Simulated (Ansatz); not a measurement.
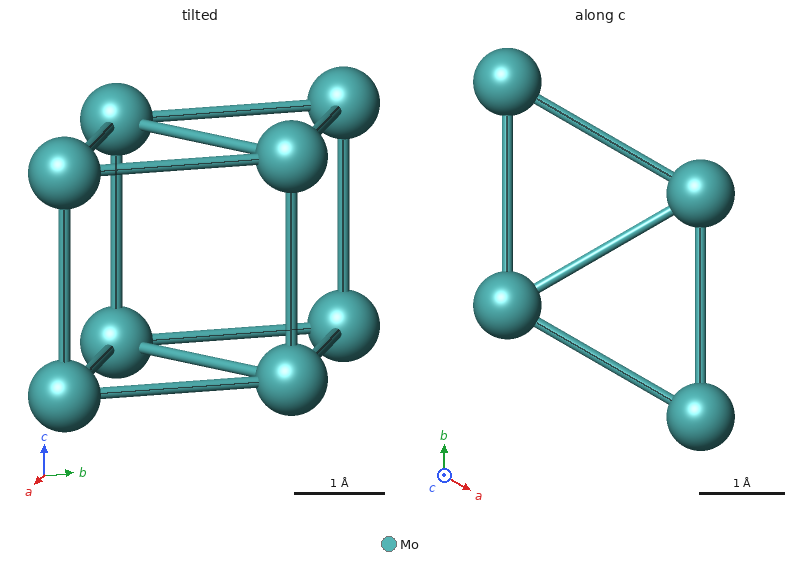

Ball-and-stick drawing of the structure, looking slightly off an axis and along the c axis. Thin lines show the conventional unit cell, with boundary atoms drawn in all their periodic places.

Mo, space group P6/mmm (No. 191), a = 2.65 Å, b = 2.65 Å, c = 2.56 Å, α = 90.00°, β = 90.00°, γ = 120.00°.

Computational set-up: Ansatz, DFT r2SCAN, scalar-relativistic, plane waves, PAW, a cutoff energy of 500 eV, k-point mesh 18×18×18, Gaussian smearing of 0.15 eV, no spin polarisation.

> What is the band gap, if any?

A metal: bands cross the Fermi level.

> Give the pressure and its sign.

The computed pressure is 16.3 GPa (compressed: it would expand). The stress isn't hydrostatic: its largest component is 23.0 GPa.

The model was built from a structure listed in the Materials Project. The cell was then strained or its atoms displaced on purpose. It went into a calculation with Ansatz.

At this level of theory the run's own cell isn't at rest (compressed, at 16 GPa), so its distances can differ from those at equilibrium, the more so the softer the solid.
